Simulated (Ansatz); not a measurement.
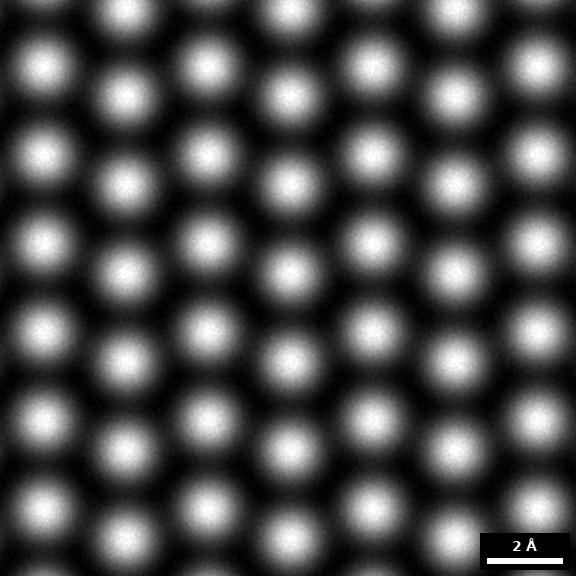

Z-contrast image of Rh (P6_3/mmc, No. 194) along [100]. Simulated incoherent Z contrast: every atom adds Z^1.8 spread by a probe of 1.30 Å full width; channelling and multiple scattering are left out. The probe carries 15 % of its weight in a tail 2.5 times as wide. Shot noise was added. Model: the geometry relaxed with Ansatz, DFT, RPBE, plane waves (420 eV) with PAW, scalar-relativistic; the starting structure was generated, so it need not be a known form of this composition.

What can be read from this image?

Answer. The columns repeat on a rectangular net of 2.38 × 4.42 Å (plane group p2mg). All columns are alike (Rh). The shortest distance between visible columns is 2.35 Å in projection. Along the beam the structure repeats every 2.74 Å.
